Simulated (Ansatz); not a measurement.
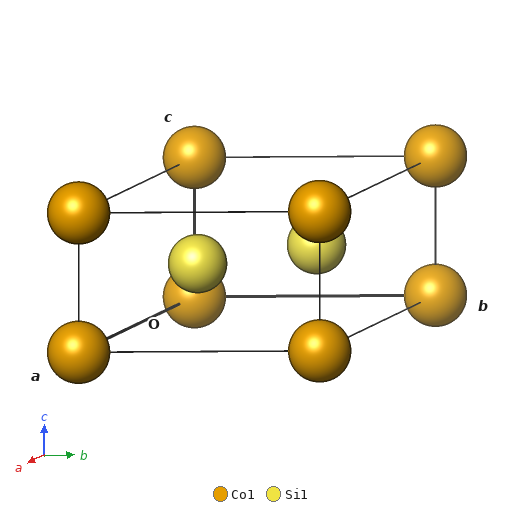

One unit cell; atoms that symmetry makes equivalent share a colour (atoms on faces, edges and corners are repeated). Crystal: CoSi2, the geometry relaxed at fixed volume with Ansatz 0.2.0, DFT PBEsol, scalar-relativistic, plane waves, PAW; the starting structure was generated, so it need not be a known form of this composition. All values are computed from the atomic coordinates in the standard setting (tolerance 0.002 Å).

a = 4.151 Å, b = 4.151 Å, c = 2.486 Å, α = 90.00°, β = 90.00°, γ = 120.00°; space group No. 191, P6/mmm.

One atom of each site: Co1 (0, 0, 0); Si1 (1/3, 2/3, 1/2).

Give the multiplicity, Wyckoff letter and site symmetry of each site.

Answer.
```csv
site,Wyckoff,symmetry
Co1,1a,6/mmm
Si1,2d,-6m2
```

How many free positional parameters does the structure have?

Answer. 0: Co1 0, Si1 0.
